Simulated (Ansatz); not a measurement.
**What a change does: band-structure calculation on Ge**

System: Ge (4 atoms in the cell).
Method of run 1: DFT, HSE06 with spin-orbit coupling, plane waves, PAW (Ansatz 0.2.0).

The structure was built on a prototype by a generator. The geometry comes from this level: r2SCAN. Text and figures count atoms from 1; the logs count them from 0 in places.

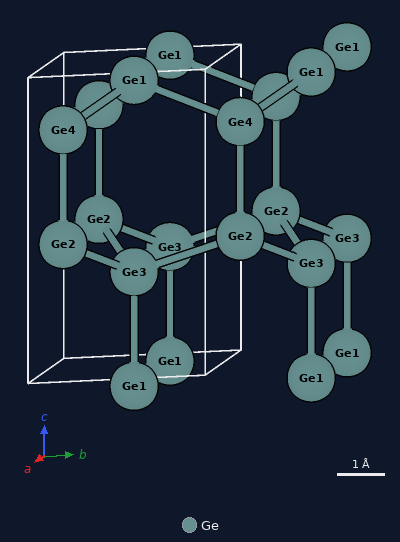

The input geometry (ball-and-stick view of the cell of the calculation, repeated 2 × 2 × 1, seen slightly off an axis; atoms are numbered from 1 in the order of the input). Near neighbours in the crystal (not all of them lie inside the picture): Ge has 4 Ge at 2.45 to 2.47 Å.

### The input, run 1
```yaml
crystal:
  lattice:
    - [3.9976142537, 0.0, 0.0]
    - [-1.9988071268, 3.4620354983, 0.0]
    - [0.0, 0.0, 6.5928200248]
  atoms:
    - { symbol: Ge, position: [0.3333333333, 0.6666666667, 0.0003696474] }
    - { symbol: Ge, position: [0.6666666667, 0.3333333333, 0.5003696474] }
    - { symbol: Ge, position: [0.3333333333, 0.6666666667, 0.3746303526] }
    - { symbol: Ge, position: [0.6666666667, 0.3333333333, 0.8746303526] }
kpoints:
  mp_grid: { grid: [6, 6, 2] }
  band_path:
    path:
      - [0.0, 0.0, 0.0]
      - [0.5, 0.0, 0.0]
      - [0.3333333333, 0.3333333333, 0.0]
      - [0.0, 0.0, 0.5]
      - [0.5, 0.0, 0.5]
      - [0.3333333333, 0.3333333333, 0.5]
      - [0.0, 0.0, 0.05]
      - [0.0, 0.0, 0.15]
    npoints: 1
hamiltonian:
  xc: hse06
scf:
  occupations: { method: fermi_dirac, width: 0.02 }
  n_extra_bands: 10
magnetization:
  noncollinear: true
  spin_orbit: true
output:
  eigenvalues: true
```

Launched with:
```bash
ansatz run input.yaml --threads 4 --pin off --max-ram 7372MiB --backend cpu --events-out ev --progress --plain --runs-dir out
```

Hardware: 4 threads of Intel Xeon @ 2.50GHz (Skylake/Cascade Lake), 64 GiB of memory available, shared host.

### Output, shortened to warnings, some set-up lines, iterations and results (run 1)
```
Basis set: ecut = 420 eV, 1763 PW (Γ)
Symmetry: 24 space group operations + 24 with time reversal
k-points: 14 of 72
Initial density: superposition of atomic densities (chi_scale 0.1, normalization cell)
[...]
SCF iter   1: F=—  HF=-17180.182127 eV  |F-HF|=—  |Δ(HF+E_count)|=         —  Δρ=3.20e-2  dr2=7.96e-1  dr2_m=0.00e0 (ungated)  ethr=1.00e-1  |M|=0.00e0 ∫|m|=0.00e0 μB  …
SCF iter   2: F=—  HF=-17180.252943 eV  |F-HF|=—  |Δ(HF+E_count)|=   7.08e-2  Δρ=2.37e-2  dr2=4.15e-1  dr2_m=0.00e0 (ungated)  ethr=1.42e-3  |M|=0.00e0 ∫|m|=0.00e0 μB  …
SCF iter   3: F=—  HF=-17180.244721 eV  |F-HF|=—  |Δ(HF+E_count)|=   8.22e-3  Δρ=3.94e-3  dr2=1.55e-2  dr2_m=0.00e0 (ungated)  ethr=2.67e-5  |M|=0.00e0 ∫|m|=0.00e0 μB  …
SCF iter   4: F=—  HF=-17180.223706 eV  |F-HF|=—  |Δ(HF+E_count)|=   2.10e-2  Δρ=1.77e-3  dr2=2.76e-3  dr2_m=0.00e0 (ungated)  ethr=2.67e-5  |M|=0.00e0 ∫|m|=0.00e0 μB  …
SCF iter   5: F=—  HF=-17180.222437 eV  |F-HF|=—  |Δ(HF+E_count)|=   1.27e-3  Δρ=5.27e-4  dr2=1.18e-4  dr2_m=0.00e0 (ungated)  ethr=4.93e-6  |M|=0.00e0 ∫|m|=0.00e0 μB  …
[... 11 lines ...]
SCF 2 stopped early in 6 iterations: F = -17180.655401 eV  dr2 = 6.96e-6
SCF iter   1: F=—  HF=-17180.656673 eV  |F-HF|=—  |Δ(HF+E_count)|=         —  Δρ=1.08e-4  dr2=4.44e-6  dr2_m=0.00e0 (ungated)  ethr=1.71e-6  |M|=0.00e0 ∫|m|=0.00e0 μB  …
SCF iter   2: F=—  HF=-17180.656674 eV  |F-HF|=—  |Δ(HF+E_count)|=   1.01e-6  Δρ=1.45e-5  dr2=8.72e-7  dr2_m=0.00e0 (ungated)  ethr=3.30e-10  |M|=0.00e0 ∫|m|=0.00e0 μB  …
SCF iter   3: F=-17180.656676 eV  HF=-17180.656676 eV  |F-HF|=1.19e-7  |Δ(HF+E_count)|=   2.33e-6  Δρ=1.07e-5  dr2=4.86e-8  dr2_m=0.00e0 (ungated)  ethr=3.30e-10  |M|=0.00e0 …
SCF 3 converged in 3 iterations: F = -17180.656676 eV  dr2 = 4.86e-8
hybrid outer 2: dexx = +2.996e-6 eV, tail = 3.39e-7 eV, Δε = 3.87e-3 eV (about 2.93e-4 eV left of the loop's levels)
NSCF: frozen V_eff on 8 k-points
hybrid SCF converged: 2 outer / 9 inner (+9 warm-up), last move |dexx| = 3.00e-6 eV, tail = 3.39e-7 eV
Magnetization: |M| = 0.0000 μB,  M = (+0.0000, +0.0000, +0.0000) μB
Absolute magnetization: 0.0000 μB (∫|m|)
  site 0: m = (+0.0000, +0.0000, +0.0000) μB, |m| = 0.0000 μB  (R = 1.01 Å)
  site 1: m = (+0.0000, +0.0000, +0.0000) μB, |m| = 0.0000 μB  (R = 1.01 Å)
  site 2: m = (+0.0000, +0.0000, +0.0000) μB, |m| = 0.0000 μB  (R = 1.01 Å)
  site 3: m = (+0.0000, +0.0000, +0.0000) μB, |m| = 0.0000 μB  (R = 1.01 Å)
Free energy (F): -17180.656676 eV
Frozen-core exchange: fock
Harris-Foulkes:  -17180.656676 eV  (|F-HF|=1.19e-7)
Internal energy: -17180.656665 eV  (E = F + TS)
E sigma→0 (E₀):  -17180.656670 eV
Entropy (-TS):   -0.000011 eV (-0.003 meV/atom)
Fermi energy:    8.589648 eV
--- Per-component energies (eV) ---
  E_band       = -753.526348
  E_kinetic    = 442.185405
  E_local      = -9926.797202  (includes V_loc(G=0)·N_el)
  E_nonlocal   = 1679.357560
  E_hartree    = 4364.678735
  E_xc         = -243.242593
  E_vxc        = -207.520503  (∫ρ·V_xc dr)
  E_exx        = -217.970996  (= α·E_x^exact, valence–valence)
  E_paw        = -7923.984613  (= ΣΔE_a)
  E_vpaw       = -1034.148788  (= ΣTr[D̂ρ^β])
  E_aug_tail   = 0.001422  (compensation charges beyond the density's cutoff)
  E_ewald      = -5353.425964
  E_core_change = -1.458419  (= ΣΔE_core)
  E_smearing   = -0.000011  (= −TS)
  E_closure    = -0.000000  (closes the sum)
  Σ components = -17180.656676   (vs F -17180.656676, Δ=0.00e0)
```

For run 2 the input was changed thus:
```diff
-  mp_grid: { grid: [6, 6, 2] }
+  mp_grid: { grid: [12, 12, 4] }
-  xc: hse06
+  xc: pbe
+  forces: true
+  stress: true
```

Predict how the results change.

The total energies belong to different methods, so their difference says nothing on which is more stable or more accurate. The gap on the mesh goes from 0.26 to 0.06 eV. The functional changes from HSE06 to PBE. The SCF takes 8 iterations against 18. The irreducible k-points go from 14 to 57. On the same kind of shared host run 2 took about 0.042 times as long.

### Output, shortened to warnings, some set-up lines, iterations and results (run 2)
```
Basis set: ecut = 420 eV, 1763 PW (Γ), exchange–correlation on 54×54×90 points (8 copies of the dense FFT grid, shifted against one another)
Symmetry: 24 space group operations + 24 with time reversal
k-points: 57 of 576
Initial density: superposition of atomic densities (chi_scale 0.1, normalization cell)
[...]
SCF iter   1: F=—  HF=-17180.318571 eV  |F-HF|=—  |Δ(HF+E_count)|=         —  Δρ=3.41e-2  dr2=8.98e-1  dr2_m=0.00e0 (ungated)  ethr=3.10e-3  |M|=0.00e0 ∫|m|=0.00e0 μB  …
SCF iter   2: F=—  HF=-17180.280457 eV  |F-HF|=—  |Δ(HF+E_count)|=   3.81e-2  Δρ=2.58e-2  dr2=5.33e-1  dr2_m=0.00e0 (ungated)  ethr=1.60e-3  |M|=0.00e0 ∫|m|=0.00e0 μB  …
SCF iter   3: F=—  HF=-17180.222274 eV  |F-HF|=—  |Δ(HF+E_count)|=   5.82e-2  Δρ=2.06e-3  dr2=3.55e-3  dr2_m=0.00e0 (ungated)  ethr=9.52e-4  |M|=0.00e0 ∫|m|=0.00e0 μB  …
SCF iter   4: F=—  HF=-17180.226841 eV  |F-HF|=—  |Δ(HF+E_count)|=   4.57e-3  Δρ=8.01e-4  dr2=5.60e-4  dr2_m=0.00e0 (ungated)  ethr=6.34e-6  |M|=0.00e0 ∫|m|=0.00e0 μB  …
SCF iter   5: F=—  HF=-17180.227814 eV  |F-HF|=—  |Δ(HF+E_count)|=   9.73e-4  Δρ=5.06e-4  dr2=1.74e-4  dr2_m=0.00e0 (ungated)  ethr=1.00e-6  |M|=0.00e0 ∫|m|=0.00e0 μB  …
SCF iter   6: F=—  HF=-17180.227712 eV  |F-HF|=—  |Δ(HF+E_count)|=   1.02e-4  Δρ=7.24e-5  dr2=5.78e-6  dr2_m=0.00e0 (ungated)  ethr=3.11e-7  |M|=0.00e0 ∫|m|=0.00e0 μB  …
SCF iter   7: F=—  HF=-17180.227738 eV  |F-HF|=—  |Δ(HF+E_count)|=   2.68e-5  Δρ=2.09e-5  dr2=3.59e-7  dr2_m=0.00e0 (ungated)  ethr=1.03e-8  |M|=0.00e0 ∫|m|=0.00e0 μB  …
SCF iter   8: F=-17180.227739 eV  HF=-17180.227739 eV  |F-HF|=3.51e-8  |Δ(HF+E_count)|=   9.82e-7  Δρ=4.14e-6  dr2=1.55e-8  dr2_m=0.00e0 (ungated)  ethr=1.79e-10  |M|=0.00e0 …
SCF 1 converged in 8 iterations: F = -17180.227739 eV  dr2 = 1.55e-8
NSCF: frozen V_eff on 8 k-points
SCF converged after 8 iterations
Magnetization: |M| = 0.0000 μB,  M = (+0.0000, +0.0000, +0.0000) μB
Absolute magnetization: 0.0000 μB (∫|m|)
  site 0: m = (+0.0000, +0.0000, +0.0000) μB, |m| = 0.0000 μB  (R = 1.01 Å)
  site 1: m = (+0.0000, +0.0000, +0.0000) μB, |m| = 0.0000 μB  (R = 1.01 Å)
  site 2: m = (+0.0000, +0.0000, +0.0000) μB, |m| = 0.0000 μB  (R = 1.01 Å)
  site 3: m = (+0.0000, +0.0000, +0.0000) μB, |m| = 0.0000 μB  (R = 1.01 Å)
Free energy (F): -17180.227739 eV
Harris-Foulkes:  -17180.227739 eV  (|F-HF|=3.51e-8)
Internal energy: -17180.227611 eV  (E = F + TS)
E sigma→0 (E₀):  -17180.227675 eV
Entropy (-TS):   -0.000128 eV (-0.032 meV/atom)
Fermi energy:    8.584118 eV
--- Per-component energies (eV) ---
  E_band       = -601.637976
  E_kinetic    = 446.112635
  E_local      = -9917.962112  (includes V_loc(G=0)·N_el)
  E_nonlocal   = 1675.078076
  E_hartree    = 4353.268119
  E_xc         = -302.384699
  E_vxc        = -258.575341  (∫ρ·V_xc dr)
  E_paw        = -8080.915091  (= ΣΔE_a)
  E_vpaw       = -1252.823493  (= ΣTr[D̂ρ^β])
  E_aug_tail   = 0.001424  (compensation charges beyond the density's cutoff)
  E_ewald      = -5353.425964
  E_smearing   = -0.000128  (= −TS)
  E_closure    = 0.000000  (closes the sum)
  Σ components = -17180.227739   (vs F -17180.227739, Δ=0.00e0)
--- Forces (eV/Å), atoms counted from 1 ---
  atom   1  Ge     0.00000000    -0.00000000     0.00715978
  atom   2  Ge    -0.00000000     0.00000000     0.00715978
  atom   3  Ge     0.00000000    -0.00000000    -0.00715978
  atom   4  Ge    -0.00000000     0.00000000    -0.00715978
  max |Σ_I F_I| component: 4.63e-17 eV/Å
--- Stress (GPa, compression-positive) ---
        2.955226      -0.000000       0.000000
        0.000000       2.955226      -0.000000
        0.000000      -0.000000       3.018973
  P = ⅓ Tr σ = 2.9765 GPa (29.765 kbar)
```

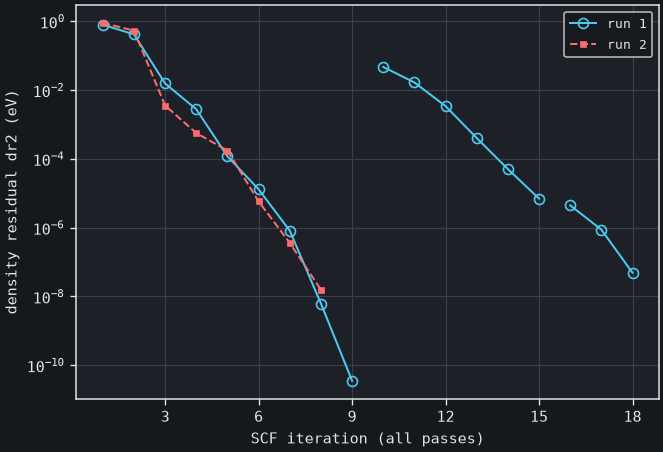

Convergence of the two runs: density residual dr2 against the SCF iteration. A break in a curve parts two SCF passes. Run 1 takes 18 iterations in all, and run 2 takes 8.

### The two runs side by side

| quantity | run 1 | run 2 |
| --- | --- | --- |
| outcome | converged | converged |
| free energy per atom (eV) | −4295.1642 | −4295.0569 |
| gap on the mesh (eV) | 0.26 | 0.06 |
| net moment of the cell (μB) | 0.00 | 0.00 |
| absolute moment of the cell (μB) | 0.00 | 0.00 |
| SCF iterations | 18 | 8 |
| irreducible k-points | 14 | 57 |
| plane waves at Γ | 1763 | 1763 |
| pressure (GPa) | – | 2.98 |
| largest force (eV/Å) | – | 0.007 |
| wall time (shared host) | 5.9 min | 15 s |
